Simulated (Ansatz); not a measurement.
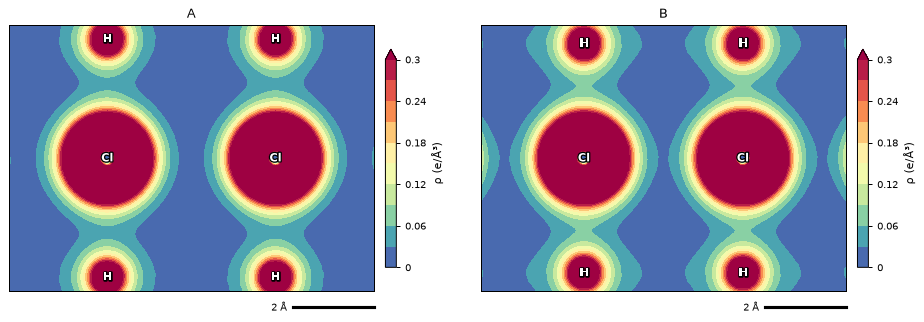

HCl. The valence pseudo-density of two cells that differ in size and shape, on the (011̄) plane of each (indices in the axes of the calculation cell), at one length scale and on one colour scale; one has 22.2 and the other 25.8 Å³ an atom.

The calculation used Ansatz, DFT PBEsol, scalar-relativistic, plane waves, PAW.

Core electrons are frozen (PAW), and the valence fields are smoothed inside the atomic spheres.

The larger cell:

```yaml
crystal:
  lattice:
    - [0.00000, 2.95650, 2.95650]
    - [2.95650, 0.00000, 2.95650]
    - [2.95650, 2.95650, 0.00000]
  atoms:
    - { symbol: H, position: [0.00000, 0.00000, 0.00000] }
    - { symbol: Cl, position: [0.50000, 0.50000, 0.50000] }
```

The smaller cell: a = 3.950 Å, b = 3.950 Å, c = 4.026 Å, α = 59.36°, β = 59.36°, γ = 61.29°.

Q: Which is the denser cell? Describe the effect of the change.

A: Panel B is the smaller cell, by 14 % in volume. From the larger cell to the smaller, Cl–H goes from 2.96 to 2.85 Å, and the density at its midpoint from 0.09 to 0.12 e/Å³; the pressure goes from −8 to −10 GPa.
